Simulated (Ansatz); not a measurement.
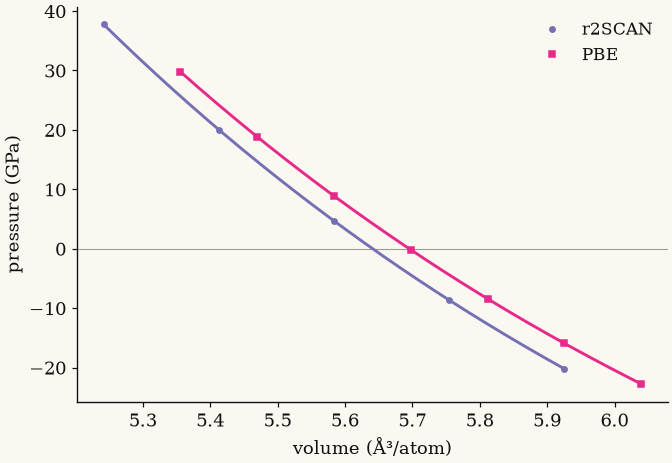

Plotted: pressure against volume, with one curve for each functional, for C (space group Fd-3m).

Computed with Ansatz 0.2.0 development build: equation of state of a cubic crystal from periodic Kohn-Sham density functional theory without spin, third-order Birch-Murnaghan fit to the free energies; pressure corrected for the finite basis.

| setting | value |
| --- | --- |
| structure type | diamond |
| atoms in cell | 2 |
| space group number | 227 |
| lattice centring | face-centred primitive |
| occupation method | Fermi–Dirac |
| datasets | soft-1 PAW |
| density tolerance | 1e−07 eV |
| bands | 8 |
| density cutoff ratio | 4 |
| search for lower states | default |

Settings that differ: r2SCAN: wave cutoff 500 eV, k mesh 16×16×16, occupation width 0.1 eV; PBE: wave cutoff 420 eV, k mesh 26×26×26, occupation width 0.0612 eV.

> Order the curves by fitted equilibrium volume, smallest first.

r2SCAN 5.641, PBE 5.695 Å³/atom.

> Order the curves by fitted bulk modulus, smallest first.

PBE 433, r2SCAN 450 GPa.

> For r2SCAN: read off the course of the pressure.

It falls from 37.7 GPa at volume 5.2419 Å³/atom to −20.2 GPa at 5.9256 Å³/atom, and changes sign near 5.64 Å³/atom.
